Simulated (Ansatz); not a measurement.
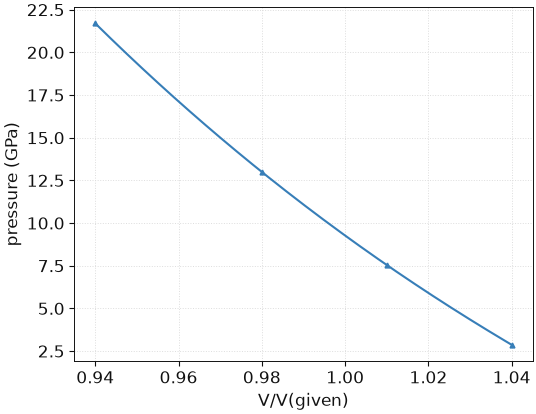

Plotted: pressure against V/V(given) for MoS₂, space group R3m (No. 160).

The given structure:
```cif
data_structure
_symmetry_space_group_name_H-M 'P 1'
_symmetry_Int_Tables_number 1
_cell_length_a 6.3898
_cell_length_b 6.3898
_cell_length_c 6.3898
_cell_angle_alpha 28.660
_cell_angle_beta 28.660
_cell_angle_gamma 28.660
_cell_volume 53.05
loop_
_atom_site_label
_atom_site_type_symbol
_atom_site_fract_x
_atom_site_fract_y
_atom_site_fract_z
_atom_site_occupancy
Mo1 Mo 0.00000 0.00000 0.00000 1
S1 S 0.74840 0.74840 0.74840 1
S2 S 0.58490 0.58490 0.58490 1
```

How it was computed, with Ansatz 0.2.0: periodic Kohn-Sham DFT of a crystal at fixed atoms, scaled to the stated factor times the given cell; pressure positive in compression. Level: PBE.

| setting | value |
| --- | --- |
| method | frozen-core PAW |
| relativity | scalar |
| k mesh | 13×13×13 |
| occupations | Fermi–Dirac |
| smearing width | 0.05 eV |
| wave cutoff | 420 eV |
| PAW set | soft_2 |

V(given) is 17.68 Å³/atom.

From this curve and the settings, what does the calculation give for the largest field gradient Vzz at the same points?

The largest field gradient Vzz rises from −9.760 1e21 V/m² at V/V(given) 0.94 to −8.659 1e21 V/m² at 1.04.

```json
{"V/V(given)": "0.94", "largest field gradient Vzz (1e21 V/m²)": "-9.760"}
{"V/V(given)": "0.98", "largest field gradient Vzz (1e21 V/m²)": "-9.295"}
{"V/V(given)": "1.01", "largest field gradient Vzz (1e21 V/m²)": "-8.969"}
{"V/V(given)": "1.04", "largest field gradient Vzz (1e21 V/m²)": "-8.659"}
```

Caveats: field gradient without spin-orbit coupling on heavy atoms; the volumes run don't bracket the minimum of the energy, so any equilibrium value is extrapolated; shape and atomic fractions are frozen while scaling, which makes layered, chain and framework solids too stiff.
